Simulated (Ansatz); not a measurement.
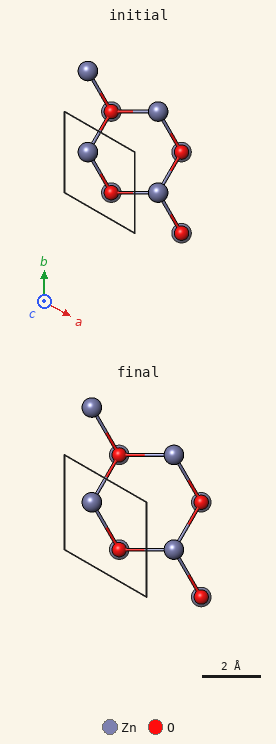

The structure of a crystal of ZnO (built on the wurtzite type) before (top) and after (bottom) a relaxation, at one scale.

The picture is a ball-and-stick view of the cell of the calculation, repeated 2 × 2 × 1 with one cell outlined, seen along the c axis.

Theory: DFT, PBE, plane waves, PAW (Ansatz 0.2.0).

Input file:
```yaml
crystal:
  lattice:
    - [2.8069519459, 0.0, 0.0]
    - [-1.403475973, 2.4308916924, 0.0]
    - [0.0, 0.0, 4.5837525277]
  atoms:
    - { symbol: Zn, position: [0.3333333333, 0.6666666667, 0.0] }
    - { symbol: Zn, position: [0.6666666667, 0.3333333333, 0.5] }
    - { symbol: O, position: [0.3333333333, 0.6666666667, 0.375] }
    - { symbol: O, position: [0.6666666667, 0.3333333333, 0.875] }
kpoints:
  mp_grid: { grid: [12, 12, 6] }
hamiltonian:
  xc: pbe
scf:
  occupations: { method: fermi_dirac, width: 0.02 }
relax:
  f_tol: 0.005
  cell: {}
```

Launched with:
```bash
ansatz run input.yaml --threads 4 --pin off --max-ram 7372MiB --backend cpu --events-out ev --progress --plain --runs-dir out
```

Q: Summarise the run.

A: The largest moves relative to the cell, 0.011 Å, are those of Zn1, Zn2, O3 and O4. Zn1 goes along −c. By element the largest moves are Zn 0.011 Å, O 0.011 Å. The volume changes by +57.6 %, with a = b 2.807 → 3.279 Å (+16.8 %), c 4.584 → 5.294 Å (+15.5 %). Some distances before and after: Zn1–O3 1.719 → 2.007 Å, Zn1–O4 1.719 → 1.999 Å. The space group stays P6_3mc (No. 186). The energy falls by 5.990 eV per cell of the calculation in 10 accepted moves (13 points after the start). The largest force component goes from 0.12 to 0.00012 eV/Å. The pressure goes from 160.91 to 0.00 GPa. The SCF was repeated 3 times at an unchanged geometry on a basis and grid sized afresh for the cell, which shifted the energy by 0.437 eV per cell of the calculation at most.
